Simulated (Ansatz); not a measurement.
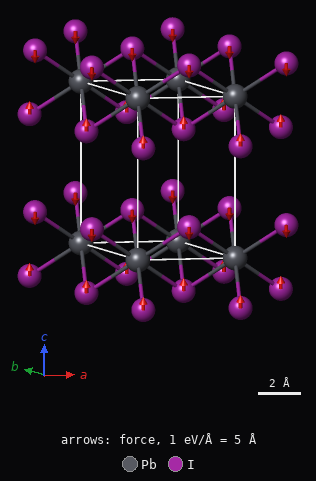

Starting geometry of crystalline PbI2 (set up in P-3m1) with the computed forces as red arrows. Style: ball-and-stick. Shown: the cell of the calculation, from a free direction.

Case: volume × 1.06, shape and atoms relaxed.

Computed with DFT PBE, scalar-relativistic, plane waves, PAW (Ansatz). Set-up: plane-wave cutoff 420 eV; k-point mesh 6 × 6 × 4; occupations gaussian; smearing width 0.02 eV; no spin polarisation; cell relaxed at fixed volume; force threshold 0.01 eV/Å; at most 30 steps.

Question: What follows when this structure is relaxed?

Answer: It isn't relaxed: the largest force vector, on I atoms, is 0.13 eV/Å. The atoms end up moving mostly along the starting forces (cosine between the two patterns 1.00). The largest moves relative to the cell, 0.053 Å, are those of I atoms. Pb stays in place. The drawn cell changes at constant volume: a = b 4.722 → 4.680 Å (−0.9 %), c 8.002 → 8.146 Å (+1.8 %). Among the contacts that change: I–Pb 3.310 → 3.279 Å. The space group stays P-3m1 (No. 164). The energy falls by 2.4 meV per atom in 3 accepted moves (4 points after the start). Largest force component: 0.13 eV/Å at the start, 0.00071 eV/Å at the end. Pressure: −0.57 GPa at the start and −0.05 GPa at the end. The SCF was repeated once at an unchanged geometry on a basis and grid sized afresh for the cell, which shifted the energy by less than 0.05 meV per atom at most. Cost: 38 s on 1 thread of Intel(R) Xeon(R) Platinum 8259CL CPU @ 2.50GHz (Skylake/Cascade Lake), with other jobs on the host, peak memory 0.51 GiB.
